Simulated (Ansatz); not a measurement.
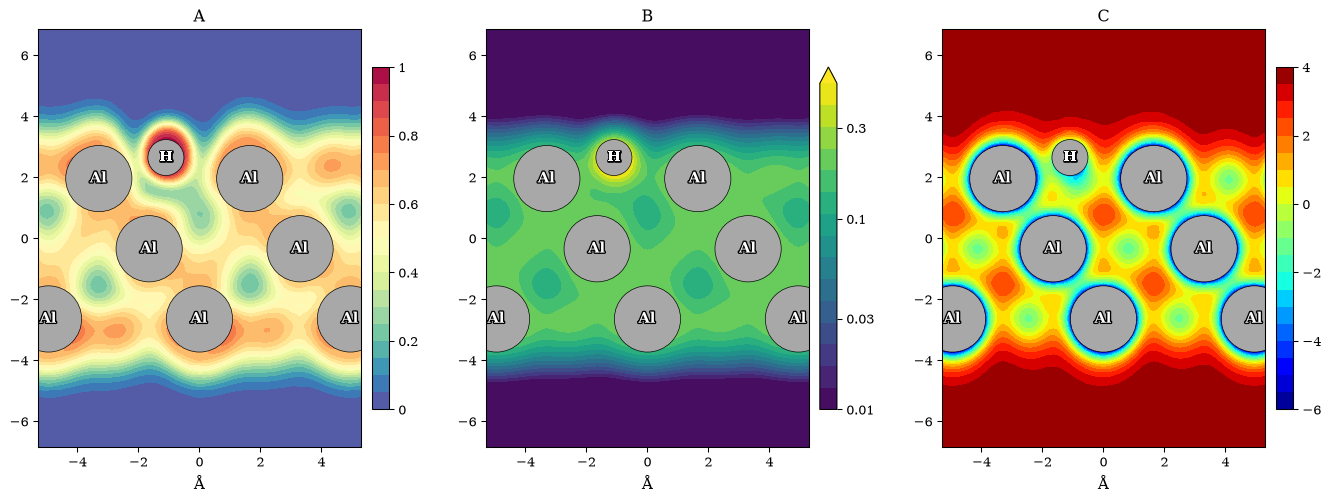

Al12H (slab): 3 fields on the (110) plane of the calculation cell, a cut from vacuum to vacuum, with unlabelled colour scales. Grey discs cover the atomic cores.

A point of a scan over the structure, not its minimum; not relaxed (largest force 1.6 eV/Å); PAW files of the earlier set (soft_1); the program warned that a starting moment wasn't kept; spin-polarised, but the moments vanished.

Theory: DFT PBE, scalar-relativistic, plane waves, PAW (Ansatz 0.2.0).

Q: The panels show electron localisation function, electrostatic potential energy of an electron and valence pseudo-density in some order. Assign them.

A: Panel A: electron localisation function. Panel B: valence pseudo-density. Panel C: electrostatic potential energy of an electron (low next to the atoms, rising into the space between them). From the grid: Al–Al (2.83 Å): ρ is about 0.21 e/Å³ halfway; the ELF peaks at about 0.65 between the atoms.
